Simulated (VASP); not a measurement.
# HfN: structure and properties in VASP, part 3 of 3

Aim: relax HfN, then compute properties on the relaxed cell. The start is a cell from a database of measured crystal structures.

VASP 6.6.1; PBE with D3(BJ); plane waves and PAW (Hf_pv, N).

Still holding for the runs below: This run has no spin polarisation. Its electron count is odd, so without a moment it is a metal by construction. Spin-orbit coupling is off here; with elements this heavy it splits and shifts levels by tenths of an eV or more.

So far. Step 6 (Field gradients at the nuclei (PBE + D3(BJ))): The run ends at a pressure of 0.00 GPa. The relaxed cell has a = 4.504 Å (conventional setting).

The database entry behind the starting cell differs from later determinations by our own check (about 0.3 % short), so it need not match the best structure at ambient conditions.

### Step 7. Independent-particle dielectric function (PBE + D3(BJ))

LOPTICS sums transitions from filled to empty bands. The mesh is finer than in the run before. NBANDS is raised for it.

File INCAR:

```
SYSTEM = HfN
PREC = Accurate
ENCUT = 520
EDIFF = 1E-06
NELM = 100
ISMEAR = 0
SIGMA = 0.05
LREAL = .FALSE.
ALGO = Normal
GGA = PE
IVDW = 12
NBANDS = 23
LASPH = .TRUE.
LORBIT = 11
LWAVE = .FALSE.
LCHARG = .FALSE.
KPAR = 2
LOPTICS = .TRUE.
NEDOS = 1500
CSHIFT = 0.1
```

File POSCAR:

```
HfN
1.0
    0.0000000000      2.2519460000      2.2519460000
    2.2519460000      0.0000000000      2.2519460000
    2.2519460000      2.2519460000      0.0000000000
Hf N
1 1
Direct
    0.0000000000      0.0000000000      0.0000000000
    0.5000000000      0.5000000000      0.5000000000
```

File KPOINTS:

```
Automatic mesh
0
Gamma
13 13 13
0 0 0
```

PAW data sets: Hf_pv and N (PBE family, release 64).

Started as:

```console
> mpirun -np 2 vasp_std
```

Output:

```text
[... set-up lines as in an earlier step ...]
 entering main loop
       N       E                     dE             d eps       ncg     rms          rms(c)
DAV:   1     0.478326253536E+02    0.47833E+02   -0.67082E+03  3880   0.617E+02
DAV:   2    -0.228350169446E+02   -0.70668E+02   -0.66549E+02  4732   0.191E+02
DAV:   3    -0.247507844833E+02   -0.19158E+01   -0.19060E+01  4656   0.241E+01
DAV:   4    -0.247539375086E+02   -0.31530E-02   -0.31530E-02  4235   0.110E+00
DAV:   5    -0.247539427632E+02   -0.52547E-05   -0.52546E-05  4649   0.414E-02    0.499E+01
DAV:   6    -0.218528597850E+02    0.29011E+01   -0.41701E+00  4519   0.135E+01    0.444E+01
DAV:   7    -0.217778080581E+02    0.75052E-01   -0.30754E-01  4257   0.369E+00    0.267E+01
DAV:   8    -0.217505542224E+02    0.27254E-01   -0.62725E-02  4487   0.166E+00    0.288E+00
DAV:   9    -0.217484145396E+02    0.21397E-02   -0.40773E-03  4431   0.450E-01    0.982E-01
DAV:  10    -0.217483685592E+02    0.45980E-04   -0.41478E-04  4438   0.156E-01    0.231E-01
DAV:  11    -0.217483572541E+02    0.11305E-04   -0.29748E-05  4438   0.418E-02    0.211E-02
DAV:  12    -0.217483580634E+02   -0.80926E-06   -0.33919E-06  4368   0.122E-02
   1 F= -.22528368E+02 E0= -.22527814E+02  d E =-.110935E-02
 optical routines
 imaginary and real dielectric function
 recalculating local potential from charge density
 direction            1
 direction            2
 direction            3
```

Wall time 15 s (2 MPI ranks of Intel Xeon Platinum 8488C (Sapphire Rapids), shared host); peak memory 0.43 GiB.

OUTCAR, selected parts (step 7):

```text
   k-points           NKPTS =     84   k-points in BZ     NKDIM =     84   number of bands    NBANDS=     23

   NELECT =      15.0000    total number of electrons

 E-fermi :   8.5639

 k-point     1 :       0.0000    0.0000    0.0000
  band No.  band energies     occupation
    ...
      6       5.4299      2.00000
      7       5.4299      2.00000
      8       8.1178      2.00000
      9       8.1178      2.00000
     10       8.1178      2.00000
     11      10.3562      0.00000
     12      10.4618      0.00000
     13      10.4618      0.00000
     14      18.0575      0.00000
     15      20.7335      0.00000
    ...

 Edisp (eV)   -0.78001

  Total       0.00405     0.00405     0.00405     0.00000     0.00000     0.00000
  in kB       0.28396     0.28396     0.28396     0.00000     0.00000     0.00000
  external pressure =        0.28 kB  Pullay stress =        0.00 kB

  FREE ENERGIE OF THE ION-ELECTRON SYSTEM (eV)
  ---------------------------------------------------
  free  energy   TOTEN  =       -22.5283683176 eV

  energy  without entropy=      -22.5272589661  energy(sigma->0) =      -22.52781364

 plasma frequency squared (from intraband transitions) (eV^2)
  --------------------------------------------------------------------------------------
     135.597       0.000       0.000
       0.000     135.597       0.000
       0.000      -0.000     135.597

[... 8 parts as in an earlier step ...]

[... 9 further parts left out ...]
```

These are independent-particle spectra without excitons or local fields, and fine structure depends on the mesh and on CSHIFT. The intraband (Drude) part is not in this spectrum.

Numbers from this step:

```yaml
scf_cycles: 12
bands: 23
irreducible_k_points: 84
free_energy_toten: -22.53 eV
fermi_energy: 8.564 eV
pressure: 0.02840 GPa
```

The imaginary dielectric function, xx has structure finer than the step of the table below, so its rows give means over 1 eV, whole bins alone (the curve runs from 0 to 25.0 eV). Peaks (eV: height): 0.3: 50.0, 5.7: 8.64.

Table of imaginary dielectric function, xx by photon energy; means over each step:

```
photon energy (eV)  imaginary dielectric function, xx
                 1                               2.29
                 2                               1.03
                 3                              0.824
                 4                               1.67
                 5                               3.34
                 6                               7.19
                 7                               6.88
                 8                               7.23
                 9                               6.89
                10                               6.67
                11                               6.10
                12                               4.27
                13                               1.93
                14                               1.71
                15                               1.35
                16                               1.33
                17                               1.20
                18                              0.846
                19                               1.05
                20                               1.11
                21                              0.834
                22                              0.636
                23                              0.427
                24                              0.419
```

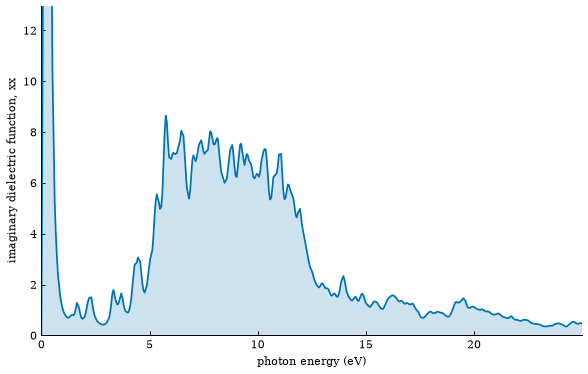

Imaginary dielectric function, xx, plotted against photon energy. Below 1 eV the curve runs off the scale.

The real dielectric function, xx by photon energy:

```
photon energy (eV)  real dielectric function, xx
               0.0                          57.5
               2.5                          5.72
               5.0                          9.61
               7.5                          4.01
              10.0                         0.879
              12.5                         -2.63
              15.0                        -0.690
              17.5                        -0.241
              20.0                         0.152
              22.5                         0.294
```

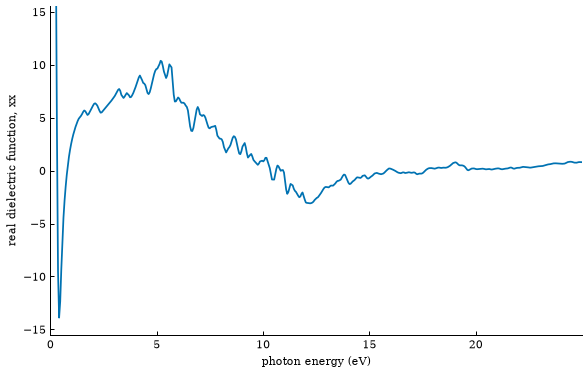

Real dielectric function, xx against photon energy. Below 1 eV the curve runs off the scale.

### Step 8. Outcome

| Item | Value |
| --- | --- |
| relaxed volume | 11.42 Å³/atom |
| relaxed conventional cell a, b, c | 4.504, 4.504, 4.504 Å |
| space group after relaxing, within 0.02 Å | Fm-3m (No. 225) |
| band gap | none, a metal |
| DOS at the Fermi level | 0.618 states/eV/cell |
| largest field gradient Vzz | zero within the noise on all sites |

In words: With PBE + D3(BJ), HfN relaxes to 11.42 Å³/atom in space group Fm-3m (held by the symmetry of the run) and comes out as a metal. Against the listed cell the volume lies -0.5 %. Bands along the symmetry lines (PBE + D3(BJ)): Of the bands kept, 3 cross the Fermi level on this path. Spin-orbit coupling is left out, and with elements this heavy it would split and shift bands near the Fermi level. The k-sampling is coarse for a metal, so the Fermi level, pressures and the shape of the cell carry errors. With an odd electron count and no spin the cell is a metal by construction. No search among competing phases was made, and a listed structure need not be the one stable at ambient conditions. All values are for a static lattice at zero temperature.

[Lines on the potential files, build, host, timing and source positions are cut from VASP's logs without a mark.]

[Logs are printed without paths, hosts, clocks, repeated set-up lines and the standing remarks that a program may print on its own settings, such as how far it seeks lower states.]

[Hosts, paths, dates, database ids (printed as entryN), source tags and the programs' standing remarks are cut or masked in the printed files.]

[A measured line is paired with the nearest computed mode of its activity, which favours agreement.]
